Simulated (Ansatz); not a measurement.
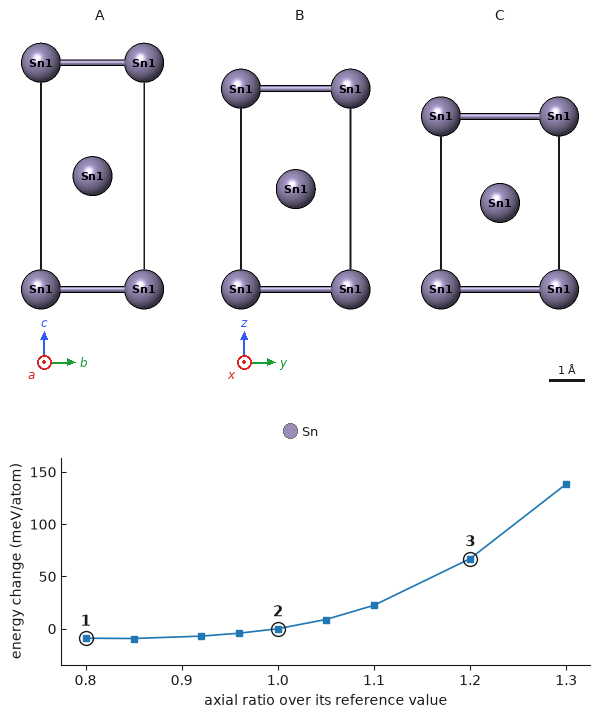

A scan of a crystal of Sn (I4/mmm): the ratio of the cell's length along z to its lengths across, counted as 1 for the reference, is changed at fixed volume (a c/a path), with the atoms kept at their fractional coordinates. x, y and z are the Cartesian axes of the input. The frames are shuffled; the numbered points of the plot belong to them. The picture is a ball-and-stick view of the conventional cell (2 times the calculation's cell), seen along the a axis. Lengths and directions refer to the drawn axes.

Method: DFT r2SCAN, scalar-relativistic, plane waves, PAW (Ansatz 0.2.0). Settings: plane-wave cutoff 500 eV; k-point mesh 24 × 24 × 24; occupations gaussian; smearing width 0.15 eV; no spin polarisation. Energies (free energies at the smearing named) are counted from the cell as listed in its source, which wasn't relaxed.

**Match the frames to the points.**

Point 1 is frame C (the relative ratio 0.80, −9.1 meV/atom); 2 is frame B (the relative ratio 1.00, 0.0 meV/atom); 3 is frame A (the relative ratio 1.20, 67.0 meV/atom). The lowest computed point lies at the relative ratio 0.85 (−9.3 meV/atom). At the ends of the scan the energy is −9.1 meV/atom (0.80) and 138.5 meV/atom (1.30). The unrelaxed reference is under a pressure of −2.8 GPa. The distortion keeps the space group I4/mmm. At the relative ratio 1.30 the cell of the drawing goes a 3.182 → 2.915 Å, b 3.182 → 2.915 Å, c 5.831 → 6.946 Å.
